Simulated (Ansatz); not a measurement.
Start from this file.

```xyz
5
Lattice="4.0986 0.0000 0.0000 2.0493 3.5495 0.0000 0.1495 0.0000 4.9821" Properties=species:S:1:pos:R:3 pbc="T T T"
Al    0.0000    0.0000    0.0000
Al    4.1963    2.3662    3.2307
Al    2.1011    1.1833    1.7514
Cu    4.1268    2.3665    0.7852
Cu    2.1705    1.1830    4.1969
```

Interpret the file: composition, symmetry and coordination.

Answer. The structure is one of Al$_{3}$Cu$_{2}$. It is primitive triclinic, space group P-1 (No. 2). Counting shared atoms by their share gives 3 Al, 2 Cu, or 5 atoms.

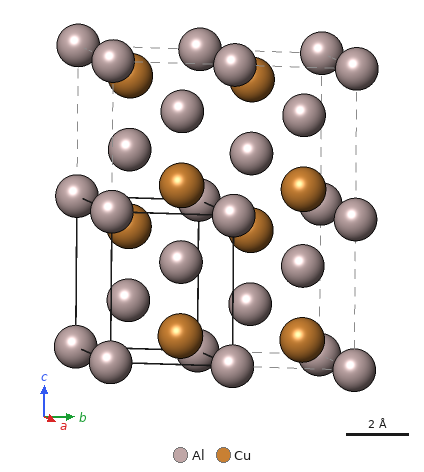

Spheres-only drawing of the structure, looking slightly off an axis. Solid lines give the conventional unit cell, repeated here 1×2×2 times. Colours: aluminium light grey, copper orange.

It goes back to a structure listed in the Materials Project. The cell was then strained or its atoms displaced on purpose. The atoms were relaxed in a fixed cell with Ansatz 0.2.0, DFT PBEsol, scalar-relativistic, plane waves, PAW.
